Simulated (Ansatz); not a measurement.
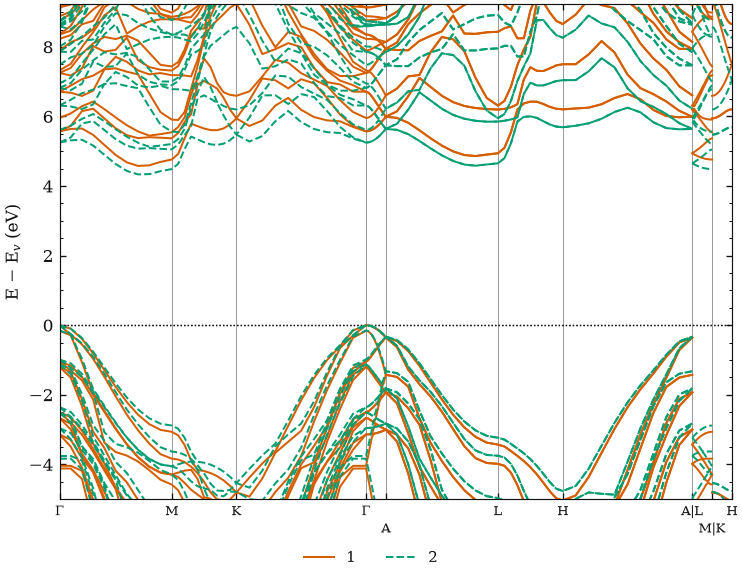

Band structures of C, space group P6_3/mmc (No. 194), 12 atoms in the cell (a = 2.522 Å, c = 12.356 Å (hexagonal axes)), by two methods on the same cell. Each is counted from its own valence-band top.

Q: Which curve is which? The methods: m-r2SCAN, LDA.

A: 1 is m-r2SCAN; 2 is LDA. m-r2SCAN gives a gap of 4.58 eV along the path and LDA gives a gap of 4.33 eV along the path.

Settings. m-r2SCAN: Ansatz PAW, no spin polarisation, no spin-orbit coupling, 12×12×3 k mesh, 500 eV cutoff, Fermi-Dirac smearing of 0.05 eV (Ansatz 0.2.0). LDA: Ansatz PAW, no spin polarisation, no spin-orbit coupling, 12×12×3 k mesh, 420 eV cutoff, Fermi-Dirac smearing of 0.05 eV (Ansatz 0.2.0).

The cell is at −13 GPa in LDA and −2 GPa in m-r2SCAN. The PAW data sets were made with another functional. This is a hexagonal form of diamond, not graphite. LDA, GGA and most meta-GGA functionals understate gaps.
